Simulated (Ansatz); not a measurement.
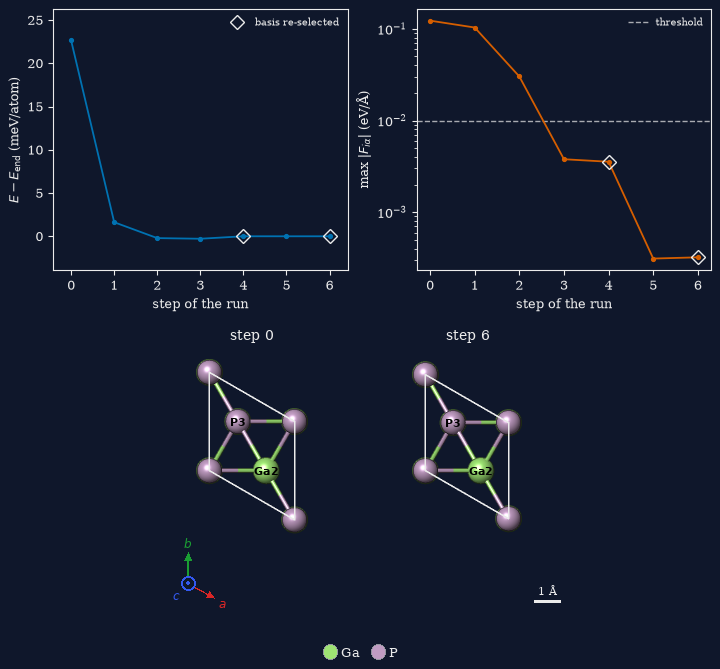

First and last geometry of a relaxation of a crystal of GaP (set up in R-3m), with the history of the run. The picture is a ball-and-stick view of the conventional cell (3 times the calculation's cell), seen along the c axis. Lengths and directions refer to the drawn axes.

Case: relaxed functional: LDA.

The calculation used DFT LDA, scalar-relativistic, plane waves, PAW in Ansatz 0.2.0.

The input:
```yaml
crystal:
  lattice:
    - [1.9430151755, 1.1218003346, 6.4308101003]
    - [-1.9430151755, 1.1218003346, 6.4308101003]
    - [0.0, -2.2436006692, 6.4308101003]
  atoms:
    - { symbol: Ga, position: [0.435372, 0.435372, 0.435372] }
    - { symbol: Ga, position: [0.564628, 0.564628, 0.564628] }
    - { symbol: P, position: [0.057389, 0.057389, 0.057389] }
    - { symbol: P, position: [0.942611, 0.942611, 0.942611] }
basis:
  ecutwfc: 420
kpoints:
  mp_grid: { grid: [12, 12, 12] }
hamiltonian:
  xc: lda
scf:
  occupations: { method: gaussian, width: 0.02 }
output:
  forces: true
  stress: true
  eigenvalues: true
relax:
  adjacent_minimum: "off"
  f_tol: 0.01
  max_steps: 60
  cell: { stress_tol: 0.05 }
```

Launched with:
```bash
ansatz run input.yaml --threads 1 --pin off --max-ram 2560MiB --backend cpu --events-out ev --progress --plain --runs-dir out
```

Question: Read the history and describe the run.

Answer: It converged. The largest moves relative to the cell, 0.012 Å, are those of P3 and P4. P4 goes along −c. By element the largest moves are P 0.012 Å, Ga 0.011 Å. The volume changes by −6.6 %, with a = b 3.886 → 3.795 Å (−2.3 %), c 19.292 → 18.894 Å (−2.1 %). Among the contacts that change: Ga1–Ga2 2.494 → 2.420 Å, Ga1–P3 2.403 → 2.348 Å, P3–P4 2.214 → 2.194 Å. The space group stays R-3m (No. 166). The energy falls by 22.6 meV per atom in 4 accepted moves (6 points after the start). The largest force component goes from 0.12 to 0.00032 eV/Å. Pressure: −4.77 GPa at the start and 0.00 GPa at the end. The SCF was repeated twice at an unchanged geometry on a basis and grid sized afresh for the cell, which shifted the energy by 0.3 meV per atom at most.
